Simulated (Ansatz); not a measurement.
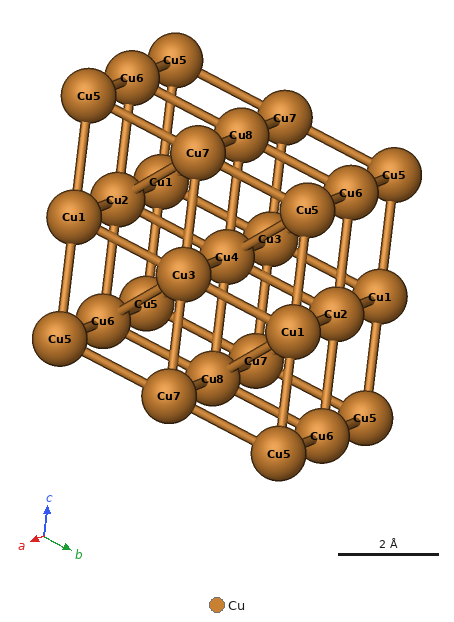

Fig. 1: The structure as given in the input (ball-and-stick view of the cell of the calculation, seen slightly off an axis; atoms are numbered from 1 in the order of the input).

**Geometry relaxation of Cu**

The run: geometry relaxation of Cu (8 atoms in the cell). Method and program: DFT PBE, scalar-relativistic, plane waves, PAW, no spin polarisation (Ansatz 0.2.0).

The structure derives from a Materials Project entry. It belongs to a series of runs on one base structure; here: 8 of 8 Na sites taken by Cu, cell and atoms relaxed. Figures and captions count atoms from 1; the log counts them from 0 in places.

## Input
```yaml
crystal:
  lattice:
    - [2.8847282671, 2.8847282671, -2.8847282671]
    - [2.8847282671, -2.8847282671, 2.8847282671]
    - [-2.8847282671, -2.8847282671, -2.8847282671]
  atoms:
    - { symbol: Cu, position: [0.0, 0.0, 0.5] }
    - { symbol: Cu, position: [0.5, 0.0, 0.5] }
    - { symbol: Cu, position: [0.0, 0.5, 0.5] }
    - { symbol: Cu, position: [0.5, 0.5, 0.5] }
    - { symbol: Cu, position: [0.0, 0.0, 0.0] }
    - { symbol: Cu, position: [0.5, 0.0, 0.0] }
    - { symbol: Cu, position: [0.0, 0.5, 0.0] }
    - { symbol: Cu, position: [0.5, 0.5, 0.0] }
basis:
  ecutwfc: 420
kpoints:
  mp_grid: { grid: [8, 8, 8] }
hamiltonian:
  xc: pbe
scf:
  occupations: { method: gaussian, width: 0.1 }
output:
  forces: true
  stress: true
  eigenvalues: true
relax:
  adjacent_minimum: "off"
  f_tol: 0.015
  max_steps: 60
  cell: { stress_tol: 0.15 }
```

Launched with:
```bash
ansatz run input.yaml --threads 1 --pin off --max-ram 2560MiB --backend cpu --events-out ev --progress --plain --runs-dir out
```

## The program's output
```
Engine: ansatz 0.2.0, x86_64-unknown-linux-gnu
Pseudopotentials: kind: paw
Pseudopotential: Cu, paw, valence charge 19, recommended cutoff 420 eV (normal), Cu.paw.azcp
Functional definition: PBE
  parameter kappa = 0.804
  parameter beta = 0.06672455060314922
  exchange = pbe_x(kappa = kappa, mu = beta*pi^2/3)
  correlation = pbe_c(beta = beta)
Crystal: 8 atoms, lattice volume = 96.023 Å³
Basis set: ecut = 420 eV, 1865 PW (Γ), exchange–correlation on 72×72×72 points (8 copies of the dense FFT grid, shifted against one another)
Bands: 92, of which v1, the nominal top of the filled ones, is band 76 counted from 1 (75 counted from 0)
Symmetry: 384 space group operations
Space group: Im-3m (ITA 229), of the structure as read, at distance tolerance 4.6e-5 Å
k-points: 29 of 512
Non-local potential: Cu, projectors of the file, l = 0: 3, l = 1: 2, l = 2: 3, l = 3: 1
PAW form: soft (Blöchl's): semilocal exchange-correlation on the pseudo side does not see the compensation charge
PAW one-centre angular grid: Cu, 590 points (default); XC on 64 Gauss nodes
Initial density: superposition of atomic densities (neutral atoms: chi_scale 0, normalization atom), corrected by the library's trained network
Initial wavefunctions: pseudopotential atomic-orbital guess
Functional: x = pbe(κ = 0.804, μ = 0.2195149727645171), c = pbe(β = 0.06672455060314922)
SCF iter   1: F=—  HF=-53001.066308 eV  |F-HF|=—  |Δ(HF+E_count)|=         —  Δρ=1.19e-3  dr2=5.09e-4  ethr=1.77e-3  ⟨swp⟩=5.0  Hψ=8444  notcnv=0  defer=109
preconditioner: auto → Kerker (q_TF=auto, 2.945 Å⁻¹)  [metal: Δε(μ)=0.047 eV  Ē_g=10.230 eV  σ=0.100 eV  W_gap=0.25  n_scr=42 (ndim 8)  ℏωp=35.5 eV  f_vac=0.000  D(μ)=6.09/eV (n_scr^D=54)]
SCF iter   2: F=—  HF=-53001.066883 eV  |F-HF|=—  |Δ(HF+E_count)|=   5.75e-4  Δρ=4.50e-4  dr2=3.62e-5  ethr=3.35e-7  ⟨swp⟩=2.7  Hψ=5955  notcnv=0  defer=118
SCF iter   3: F=—  HF=-53001.066974 eV  |F-HF|=—  |Δ(HF+E_count)|=   9.06e-5  Δρ=2.94e-4  dr2=2.49e-5  ethr=2.38e-8  ⟨swp⟩=2.1  Hψ=3788  notcnv=0  defer=118
SCF iter   4: F=—  HF=-53001.067015 eV  |F-HF|=—  |Δ(HF+E_count)|=   4.05e-5  Δρ=2.46e-5  dr2=1.00e-7  ethr=1.64e-8  ⟨swp⟩=2.0  Hψ=3651  notcnv=0  defer=118
SCF iter   5: F=—  HF=-53001.067016 eV  |F-HF|=—  |Δ(HF+E_count)|=   1.21e-6  Δρ=1.16e-5  dr2=3.31e-8  ethr=6.60e-11  ⟨swp⟩=2.0  Hψ=4643  notcnv=0  defer=118
SCF iter   6: F=-53001.067016 eV  HF=-53001.067016 eV  |F-HF|=1.64e-9  |Δ(HF+E_count)|=   1.17e-7  Δρ=3.21e-6  dr2=4.08e-9  ethr=2.18e-11  ⟨swp⟩=7.6  Hψ=10229  notcnv=0
SCF 1 converged in 6 iterations: F = -53001.067016 eV  dr2 = 4.08e-9
  greatest PAW one-centre occupation: 1.000 electrons in one spin orbital (limit 2), on the Cu atom at site 7 (counted from 0), in its partial waves of l = 0
relax step   1: F+E_penalty+E_count = -53001.06701585 eV  Δ(F+E_penalty+E_count) = +0.000e0 eV  max|allowed force component| = 6.552e-29 eV/Å  Δτ_max = 0.0000 Å  P = -0.003 GPa  Ω = 96.023 Å³  (6 SCF iters, dr2 threshold 1.00e-7 eV, accepted)
Initial density: handed on by an earlier stage of this run
Initial wavefunctions: pseudopotential atomic-orbital guess (no wavefunctions were taken with the density)
iter 1 solved again at ethr=8.32e-10 eV; its pass at ethr=3.10e-3 eV (dr2=1.26e-6 eV) is discarded
SCF iter   1: F=—  HF=-53001.067025 eV  |F-HF|=—  |Δ(HF+E_count)|=         —  Δρ=3.49e-6  dr2=4.97e-9  ethr=8.32e-10  ⟨swp⟩=4.1  Hψ=17931  notcnv=0
preconditioner: auto → Kerker (q_TF=auto, 2.945 Å⁻¹)  [metal: Δε(μ)=0.049 eV  Ē_g=10.233 eV  σ=0.100 eV  W_gap=0.26  n_scr=42 (ndim 8)  ℏωp=35.5 eV  f_vac=0.000  D(μ)=6.09/eV (n_scr^D=54)]
SCF iter   2: F=—  HF=-53001.067016 eV  |F-HF|=—  |Δ(HF+E_count)|=   9.24e-6  Δρ=1.83e-6  dr2=1.35e-9  ethr=3.27e-12  ⟨swp⟩=2.0  Hψ=4517  notcnv=0
iter 3 did not close the SCF: its close was put off for the readings that it lacked (scf_convergence_deferred on its scf_iter line)
SCF iter   3: F=-53001.067016 eV  HF=-53001.067016 eV  |F-HF|=4.66e-10  |Δ(HF+E_count)|=  7.20e-10  Δρ=7.62e-7  dr2=3.05e-10  ethr=1.00e-12  ⟨swp⟩=2.0  Hψ=3957  notcnv=0
iter 4 did not close the SCF: its close was put off for the readings that it lacked (scf_convergence_deferred on its scf_iter line)
SCF iter   4: F=-53001.067016 eV  HF=-53001.067016 eV  |F-HF|=1.46e-11  |Δ(HF+E_count)|=  1.09e-10  Δρ=2.49e-7  dr2=2.80e-11  ethr=1.00e-12  ⟨swp⟩=1.0  Hψ=2668  notcnv=0
iter 5 did not close the SCF: its close was put off for the readings that it lacked (scf_convergence_deferred on its scf_iter line)
SCF iter   5: F=-53001.067016 eV  HF=-53001.067016 eV  |F-HF|=6.55e-11  |Δ(HF+E_count)|=  7.28e-11  Δρ=2.26e-7  dr2=2.78e-11  ethr=1.00e-12  ⟨swp⟩=1.0  Hψ=2668  notcnv=0
iter 6 did not close the SCF: its close was put off for the readings that it lacked (scf_convergence_deferred on its scf_iter line)
SCF iter   6: F=-53001.067016 eV  HF=-53001.067016 eV  |F-HF|=0.00e0  |Δ(HF+E_count)|=  7.28e-12  Δρ=2.05e-8  dr2=2.40e-13  ethr=1.00e-12  ⟨swp⟩=1.0  Hψ=2668  notcnv=0
SCF iter   7: F=-53001.067016 eV  HF=-53001.067016 eV  |F-HF|=7.28e-12  |Δ(HF+E_count)|=    0.00e0  Δρ=7.46e-9  dr2=2.19e-14  ethr=1.00e-12  ⟨swp⟩=1.4  Hψ=5731  notcnv=0
SCF 2 converged in 7 iterations: F = -53001.067016 eV  dr2 = 2.19e-14
relax step   2: F+E_penalty+E_count = -53001.06701585 eV  Δ(F+E_penalty+E_count) = -5.457e-10 eV  max|allowed force component| = 1.172e-28 eV/Å  Δτ_max = 0.0000 Å  P = -0.003 GPa  Ω = 96.023 Å³  stress off target by 2.94e-3 GPa  SCF on the basis re-selected at this cell (its energy is not comparable with the rows above)  (7 SCF iters)
```

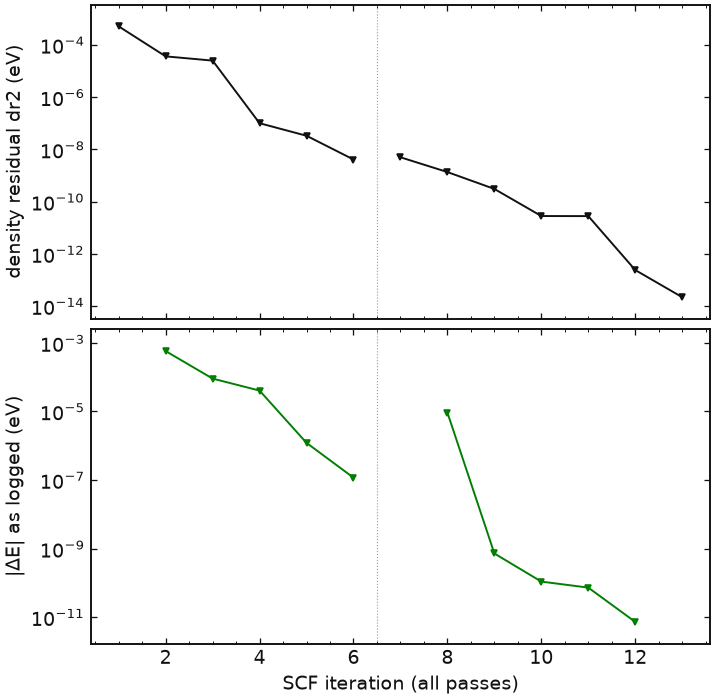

Fig. 2: Convergence of the self-consistent field: density residual dr2 and size of the energy change against the SCF iteration. The dotted lines part the SCF passes of the relaxation: geometry steps, rejected trials and re-solves on a re-selected basis. The passes take 6 and 7 iterations.

```
basis re-selected at this cell: Δ(F+E_penalty+E_count) = -5.457e-10 eV, ΔP = -0.000 GPa vs the last step (what re-selecting the basis moved, of the pressure what is left beyond the Pulay correction that the steps carried, after the strain that the cell walked since its last selection, with what the two solves' SCF thresholds leave and, on support functions, any second-order correction that the steps lacked; it is no measure of the basis error at this ecutwfc). This SCF's stress stands 2.94e-3 GPa from its target on what of the cell is left free (relax.cell.stress_tol is 1.50e-1 GPa) and its largest allowed force component is 1.17e-28 eV/Å (relax.f_tol is 1.50e-2 eV/Å): within both
SCF converged after 7 iterations
Free energy (F): -53001.067016 eV
Harris-Foulkes:  -53001.067016 eV  (|F-HF|=7.28e-12)
Internal energy: -53001.036557 eV  (E = F + TS)
E sigma→0 (E₀):  -53001.051786 eV
Entropy (-TS):   -0.030459 eV (-3.807 meV/atom)
Fermi energy:    16.440675 eV
--- Per-component energies (eV) ---
  E_band       = -2921.406804
  E_kinetic    = 2397.935011
  E_local      = -32636.598356  (includes V_loc(G=0)·N_el)
  E_nonlocal   = 3120.388183
  E_hartree    = 14368.897442
  E_xc         = -715.464739
  E_vxc        = -923.225699  (∫ρ·V_xc dr)
  E_paw        = -13304.643859  (= ΣΔE_a)
  E_vpaw       = -3617.703294  (= ΣTr[D̂ρ^β])
  E_aug_tail   = 0.002482  (compensation charges beyond the density's cutoff)
  E_ewald      = -26231.552722
  E_smearing   = -0.030459  (= −TS)
  E_closure    = 0.000000  (closes the sum)
  Σ components = -53001.067016   (vs F -53001.067016, Δ=0.00e0)
--- Forces (eV/Å), atoms counted from 1 ---
  atom   1  Cu     0.00000000     0.00000000    -0.00000000
  atom   2  Cu     0.00000000     0.00000000     0.00000000
  atom   3  Cu     0.00000000     0.00000000     0.00000000
  atom   4  Cu     0.00000000     0.00000000     0.00000000
  atom   5  Cu     0.00000000     0.00000000     0.00000000
  atom   6  Cu     0.00000000     0.00000000     0.00000000
  atom   7  Cu     0.00000000     0.00000000     0.00000000
  atom   8  Cu     0.00000000    -0.00000000     0.00000000
  max |Σ_I F_I| component: 9.72e-28 eV/Å
--- Stress (GPa, compression-positive) ---
       -0.002937       0.000000       0.000000
       -0.000000      -0.002937       0.000000
       -0.000000      -0.000000      -0.002937
  P = ⅓ Tr σ = -0.0029 GPa (-0.029 kbar)
--- Band table (eV; the first three rows and the last of 29) ---
  k-point 0: bands = ["-96.1227", "-96.1087", "-96.1087", "-96.1087", "-96.1087", "-96.1087", "-96.1087", "-96.0976", "-53.5405", "-53.5405", "-53.5405", "-53.5405", "-53.5405", "-53.5405", "-53.5158", "-53.5158", "-53.5158", "-53.4742", "-53.4742", "-53.4742", "-53.4742", "-53.4742", "-53.4742", "-53.4362", "-53.4362", "-53.4362", "-53.4351", "-53.4351", "-53.4351", "-53.4351", "-53.4351", "-53.4351", "7.1411", "11.4752", "11.4752", "11.4752", "11.4752", "11.4752", "11.4752", "11.8879", "11.8879", "12.6878", "12.6878", "12.6878", "12.6878", "12.6878", "12.6878", "13.3873", "13.3873", "13.3873", "14.3440", "14.3440", "14.3440", "14.3440", "14.3440", "14.3440", "14.3872", "14.3872", "14.4936", "14.4936", "14.4936", "14.4936", "14.4936", "14.4936", "14.9404", "14.9404", "14.9404", "15.1078", "15.1078", "15.1078", "15.1078", "15.1078", "15.1078", "15.8291", "15.8291", "15.8291", "15.8291", "15.8291", "15.8291", "20.6741", "20.6741", "20.6741", "20.6741", "20.6741", "20.6741", "24.4959", "24.4959", "24.4959", "29.9040", "29.9040", "31.9358", "33.6714"]
  k-point 1: bands = ["-96.1222", "-96.1092", "-96.1087", "-96.1087", "-96.1087", "-96.1087", "-96.1083", "-96.0980", "-53.5396", "-53.5383", "-53.5383", "-53.5383", "-53.5383", "-53.5366", "-53.5168", "-53.5143", "-53.5128", "-53.4758", "-53.4747", "-53.4747", "-53.4747", "-53.4747", "-53.4727", "-53.4402", "-53.4382", "-53.4377", "-53.4368", "-53.4368", "-53.4368", "-53.4368", "-53.4362", "-53.4352", "7.2902", "11.4062", "11.5242", "11.5242", "11.5242", "11.5242", "11.5584", "11.9313", "11.9346", "12.7041", "12.7041", "12.7041", "12.7041", "12.7134", "12.7541", "13.3596", "13.3861", "13.4442", "14.1275", "14.2920", "14.3058", "14.3058", "14.3058", "14.3058", "14.3221", "14.3602", "14.3616", "14.3616", "14.3616", "14.3616", "14.3894", "14.4875", "14.8232", "14.8300", "14.8300", "14.8300", "14.8300", "14.8570", "14.9467", "15.0315", "15.1014", "15.1478", "16.1379", "16.1379", "16.1379", "16.1379", "16.3234", "20.7152", "21.0089", "21.0089", "21.0089", "21.0089", "21.7270", "23.8618", "24.0224", "24.7395", "30.1690", "30.7257", "32.2886", "32.2886"]
  k-point 2: bands = ["-96.1206", "-96.1107", "-96.1087", "-96.1087", "-96.1087", "-96.1087", "-96.1070", "-96.0992", "-53.5369", "-53.5324", "-53.5324", "-53.5324", "-53.5324", "-53.5254", "-53.5195", "-53.5097", "-53.5041", "-53.4803", "-53.4765", "-53.4765", "-53.4765", "-53.4765", "-53.4686", "-53.4516", "-53.4470", "-53.4418", "-53.4410", "-53.4410", "-53.4410", "-53.4410", "-53.4361", "-53.4353", "7.7311", "11.0907", "11.6655", "11.6655", "11.6655", "11.6655", "11.7822", "12.0570", "12.0629", "12.7434", "12.7434", "12.7434", "12.7434", "12.7868", "12.9485", "13.2813", "13.3752", "13.5492", "13.6094", "13.8136", "13.8136", "13.8136", "13.8136", "14.0127", "14.1622", "14.2973", "14.3210", "14.3210", "14.3210", "14.3210", "14.3480", "14.3963", "14.4712", "14.5111", "14.6243", "14.6546", "14.6546", "14.6546", "14.6546", "14.8201", "14.9648", "15.0832", "16.4835", "16.4835", "16.4835", "16.4835", "17.2840", "20.8495", "21.9743", "21.9743", "21.9743", "21.9743", "22.5470", "23.0819", "23.9892", "25.4317", "29.8989", "29.8989", "29.8989", "29.8989"]
  k-point 28: bands = ["-96.1094", "-96.1094", "-96.1094", "-96.1094", "-96.1094", "-96.1094", "-96.1080", "-96.1080", "-53.4890", "-53.4890", "-53.4890", "-53.4890", "-53.4890", "-53.4890", "-53.4868", "-53.4868", "-53.4868", "-53.4868", "-53.4868", "-53.4868", "-53.4751", "-53.4751", "-53.4751", "-53.4751", "-53.4751", "-53.4751", "-53.4751", "-53.4751", "-53.4751", "-53.4751", "-53.4751", "-53.4751", "11.1202", "11.1202", "11.1202", "11.1202", "11.1202", "11.1202", "12.7295", "12.7295", "12.7295", "12.7295", "12.7295", "12.7295", "13.1787", "13.1787", "13.1787", "13.1787", "13.1787", "13.1787", "13.6849", "13.6849", "13.6849", "13.6849", "13.6849", "13.6849", "13.6849", "13.6849", "13.6849", "13.6849", "13.6849", "13.6849", "14.1635", "14.1635", "14.1635", "14.1635", "14.1635", "14.1635", "14.5150", "14.5150", "14.5150", "14.5150", "15.1443", "15.1443", "15.1443", "15.1443", "15.1443", "15.1443", "22.8432", "22.8432", "22.8432", "22.8432", "22.8432", "22.8432", "23.8380", "23.8380", "30.7780", "30.7780", "30.7780", "30.7780", "30.7780", "30.7780"]
--- Relaxed structure (1 steps of the walk, 1 accepted, 1 SCFs on fresh bases) ---
  F+E_penalty+E_count = -53001.06701585 eV   max|allowed force component| = 1.172e-28 eV/Å   (the final SCF, on the basis selected at the relaxed cell)
  cell:  # Å, volume = 96.0229 Å³
    - [2.8847282671, 2.8847282671, -2.8847282671]
    - [2.8847282671, -2.8847282671, 2.8847282671]
    - [-2.8847282671, -2.8847282671, -2.8847282671]
  atoms:
    - { symbol: Cu, position: [0.0, 0.0, 0.49999999999999994] }
    - { symbol: Cu, position: [0.49999999999999994, 0.0, 0.49999999999999994] }
    - { symbol: Cu, position: [0.0, 0.49999999999999994, 0.49999999999999994] }
    - { symbol: Cu, position: [0.49999999999999994, 0.49999999999999994, 0.49999999999999994] }
    - { symbol: Cu, position: [0.0, 0.0, 0.0] }
    - { symbol: Cu, position: [0.49999999999999994, 0.0, 0.0] }
    - { symbol: Cu, position: [0.0, 0.49999999999999994, 0.0] }
    - { symbol: Cu, position: [0.49999999999999994, 0.49999999999999994, 0.0] }
```

## Trajectory as extended XYZ (Å, eV, eV/Å), 2 frames, from step=1 to step=2
```
8
Lattice="2.8847 2.8847 -2.8847 2.8847 -2.8847 2.8847 -2.8847 -2.8847 -2.8847" Properties=species:S:1:pos:R:3:forces:R:3 step=1 energy=-53001.06702 pressure_GPa=-0.00
Cu   -1.4424   -1.4424   -1.4424    0.0000   0.0000   0.0000
Cu    0.0000    0.0000   -2.8847    0.0000   0.0000   0.0000
Cu    0.0000   -2.8847    0.0000    0.0000   0.0000   0.0000
Cu    1.4424   -1.4424   -1.4424    0.0000   0.0000   0.0000
Cu    0.0000    0.0000    0.0000    0.0000   0.0000   0.0000
Cu    1.4424    1.4424   -1.4424    0.0000   0.0000   0.0000
Cu    1.4424   -1.4424    1.4424    0.0000   0.0000   0.0000
Cu    2.8847    0.0000    0.0000    0.0000   0.0000   0.0000
8
Lattice="2.8847 2.8847 -2.8847 2.8847 -2.8847 2.8847 -2.8847 -2.8847 -2.8847" Properties=species:S:1:pos:R:3:forces:R:3 step=2 energy=-53001.06702 pressure_GPa=-0.00
Cu   -1.4424   -1.4424   -1.4424    0.0000   0.0000   0.0000
Cu    0.0000    0.0000   -2.8847    0.0000   0.0000   0.0000
Cu    0.0000   -2.8847    0.0000    0.0000   0.0000   0.0000
Cu    1.4424   -1.4424   -1.4424    0.0000   0.0000   0.0000
Cu    0.0000    0.0000    0.0000    0.0000   0.0000   0.0000
Cu    1.4424    1.4424   -1.4424    0.0000   0.0000   0.0000
Cu    1.4424   -1.4424    1.4424    0.0000   0.0000   0.0000
Cu    2.8847    0.0000    0.0000    0.0000   0.0000   0.0000
```

## Summary

| quantity | value |
| --- | --- |
| outcome | converged |
| space group (tolerance 0.01 Å) | Im-3m (229) |
| electrons treated | 152 |
| free energy | −53001.0670 eV |
| Fermi energy | 16.441 eV |
| gap on the k-point mesh | none (metallic) |
| pressure | 0.00 GPa |
| final volume | 96.02 Å³ |
| largest force (length of the vector) at the end | under 0.001 eV/Å |
| final cell | a = 4.996 Å, b = 4.996 Å, c = 4.996 Å, α = 109.47°, β = 109.47°, γ = 109.47° |
| hardware | 1 thread of Intel Xeon (Granite Rapids), 128 GiB of memory available, shared host |
| wall time | 15 s |
| peak memory | 0.52 GiB |
